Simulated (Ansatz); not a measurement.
InAs, space group F-43m (No. 216), a = 6.109 Å, b = 6.109 Å, c = 6.109 Å, α = 90.00°, β = 90.00°, γ = 90.00°

```tsv
site	Wyckoff	x	y	z
In	4a	0.0000	0.0000	0.0000
As	4d	0.2500	0.2500	0.7500
```

Origin: a calculation's input that goes back to an entry of the Crystallography Open Database (an earlier step may have relaxed or displaced it).

Q: Describe the coordination of In.

A: InAs4: an essentially ideal tetrahedron (coordination number 4, S = 0.00; next best see-saw, S = 9.8). Bonds: 4 × In–As 2.65 Å. The next neighbour, not counted, lies at 4.32 Å.

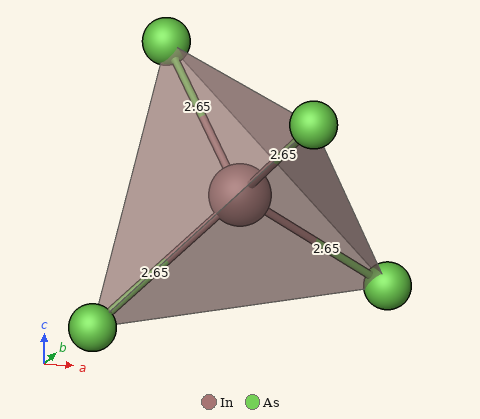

The polyhedron about In. The shape measure S (0 to 100) is the computed least-squares distance from an ideal polyhedron; S = 0 means ideal.
